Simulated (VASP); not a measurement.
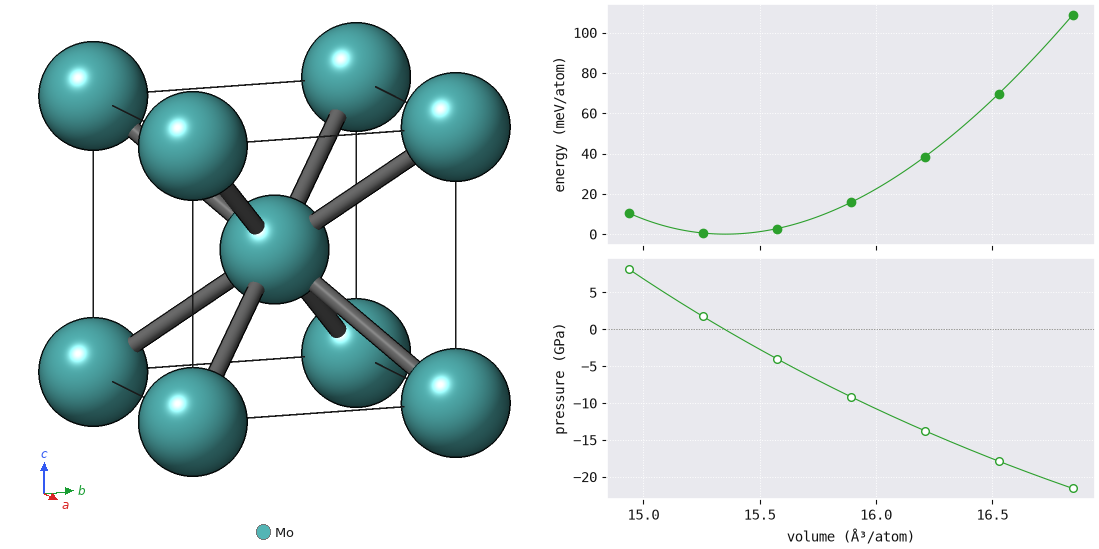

Plotted: energy and pressure against volume for Mo, space group Im-3m (No. 229). The conventional cell is drawn beside the plot.

Cell as given: a = 2.743 Å, b = 2.743 Å, c = 2.743 Å, α = 109.47°, β = 109.47°, γ = 109.47°; 1 atom.

Method: plane-wave DFT, no spin polarisation; energies at scaled volumes of the given cell, shape and fractions fixed, counted from the fit's minimum, third-order Birch-Murnaghan fit (VASP 6.6.1). Level: PBEsol.

k mesh 12×12×12; occupations Fermi–Dirac; smearing width 0.05 eV; potentials VASP PAW PBE potentials, recommended; wave cutoff 520 eV.

Give the fitted equation-of-state parameters.

A third-order Birch–Murnaghan fit gives V0 = 15.35 Å³/atom, B0 = 284 GPa and B′ = 4.3.

How does the pressure vary with volume?

It falls from 8.15 GPa at volume 14.94 Å³/atom to −21.57 GPa at 16.85 Å³/atom, and changes sign near 15.35 Å³/atom.
